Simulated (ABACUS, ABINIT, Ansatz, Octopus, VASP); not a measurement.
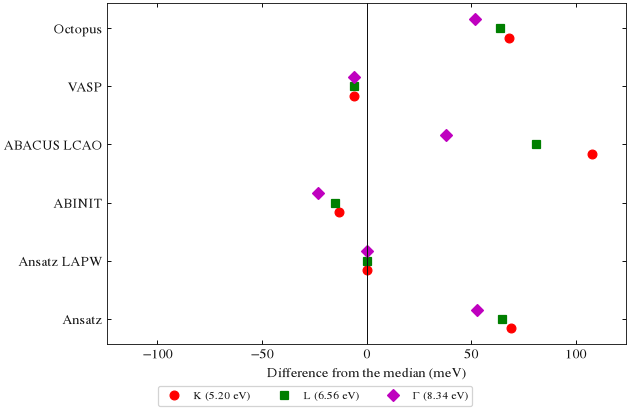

Lowest conduction level at each named k point, counted from the valence-band top at Γ, for wurtzite BN, space group P6_3mc (No. 186), 4 atoms in the cell; a = 2.554 Å, c = 4.227 Å (hexagonal axes). Six runs by five programs used PBE (no spin polarisation, no spin-orbit coupling) on the same cell and 12×12×6 k mesh. The plot shows each result less the median of the plane-wave, real-space and all-electron runs, which the legend gives.

**What spread should one expect between these programs?**

The plane-wave, real-space and all-electron programs (Ansatz LAPW, Ansatz, Octopus, ABINIT and VASP) agree within 83 meV at these points; some share their pseudopotentials, which pulls the median their way. ABACUS LCAO departs by up to +108 meV (at K). At a point that isn't plotted the departure is larger: +148 meV for ABACUS LCAO at A.

```
    program             kind  valence electrons  K (eV)  L (eV)  Γ (eV)
     Ansatz      plane waves                 16   5.272   6.625   8.394
Ansatz LAPW     all-electron                  –   5.203   6.560   8.341
     ABINIT      plane waves                 16   5.190   6.545   8.318
ABACUS LCAO      local basis                 16   5.311   6.641   8.379
       VASP      plane waves                 16   5.197   6.554   8.335
    Octopus  real-space grid                 16   5.271   6.624   8.393
```

Settings. PseudoDojo standard (PBE files), 1143 eV cutoff, Methfessel-Paxton smearing of 0.1 eV (Ansatz). all-electron LAPW, Fermi-Dirac smearing of 0.05 eV (Ansatz 0.2.0). JTH PAW PBE v2.0, 680 eV cutoff, Fermi-Dirac smearing of 0.05 eV (ABINIT 10.8.3 (patched build)). PseudoDojo NC SR 0.4.1 PBE standard, DZP LCAO (the cutoffs set its grid) basis, Fermi-Dirac smearing of 0.05 eV (ABACUS 3.10.1). VASP PAW PBE potentials, release 64 (N, B), 520 eV cutoff, Fermi-Dirac smearing of 0.05 eV (VASP). pseudodojo_pbe (PseudoDojo 0.5, PBE), Fermi-Dirac smearing of 0.05 eV (Octopus).

LDA, GGA and most meta-GGA functionals understate gaps. The usual form of BN is layered hexagonal. ABACUS LCAO: the atomic orbitals were generated for these runs and aren't a published set. ABACUS LCAO: the basis of atomic orbitals isn't converged, which shifts gaps and empty levels.
